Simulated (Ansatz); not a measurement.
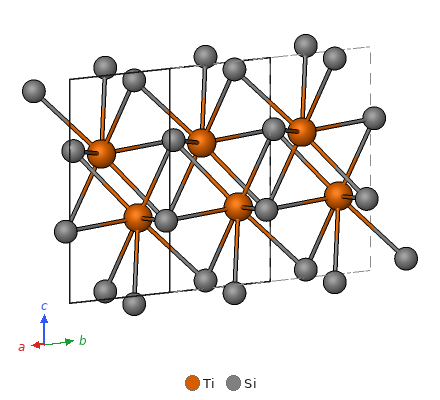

The structure, seen along [110]; the drawing may span several cells.

Structure (in its standard cell), the end point of a relaxation with Ansatz 0.2.0, DFT PBE, scalar-relativistic, plane waves, PAW; the starting structure was generated, so it need not be a known form of this composition:

```yaml
crystal:
  lattice:
    - [9.36689, 0.00000, 0.00000]
    - [0.00000, 3.00861, 0.00000]
    - [-2.25021, 0.00000, 6.31639]
  atoms:
    - { symbol: Ti, position: [0.81758, 0.50000, 0.34819] }
    - { symbol: Ti, position: [0.68242, 0.00000, 0.65181] }
    - { symbol: Si, position: [0.64436, 0.00000, 0.03544] }
    - { symbol: Si, position: [0.85564, 0.50000, 0.96456] }
    - { symbol: Si, position: [0.53737, 0.50000, 0.32156] }
    - { symbol: Si, position: [0.96263, 0.00000, 0.67844] }
    - { symbol: Ti, position: [0.31758, 0.00000, 0.34819] }
    - { symbol: Ti, position: [0.18242, 0.50000, 0.65181] }
    - { symbol: Si, position: [0.14436, 0.50000, 0.03544] }
    - { symbol: Si, position: [0.35564, 0.00000, 0.96456] }
    - { symbol: Si, position: [0.03737, 0.00000, 0.32156] }
    - { symbol: Si, position: [0.46263, 0.50000, 0.67844] }
```

Predict the [110] zone-axis pattern (100 kV, kinematic, B = 0.3 Å²).

The spots form an oblique net whose two shortest vectors correspond to d = 6.32 Å and 2.85 Å, 83.8° apart. They are 0 0 1 and 1 -1 0 (weak). The pattern has symmetry 2. Reflections such as 1 -1 3, 2 -2 -3, 1 -1 -6 are allowed but too weak to see at this display level.

Strongest reflections with d > 0.87 Å, one of each family (|F|² from tabulated Gaussian fits of the electron scattering factors, times a small damping for the curvature of the Ewald sphere):

```csv
hkl,d (Å),I (strongest = 100)
0 0 3,2.105,100
1 -1 -2,2.239,87
1 -1 1,2.497,48
1 -1 -5,1.204,22
3 -3 0,0.949,10
0 0 6,1.053,8
```

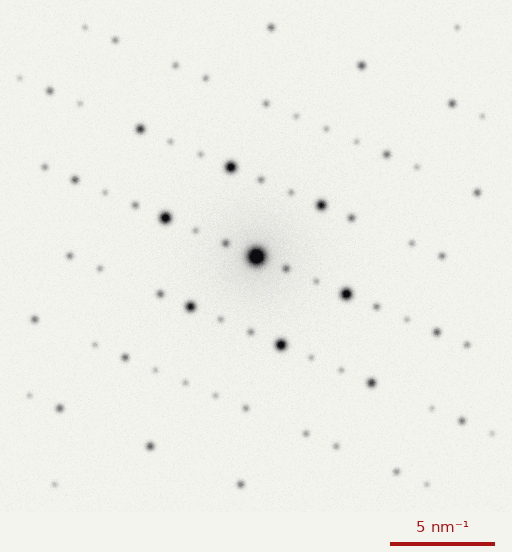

Calculated pattern, seen from the source side with [110] pointing towards the source.
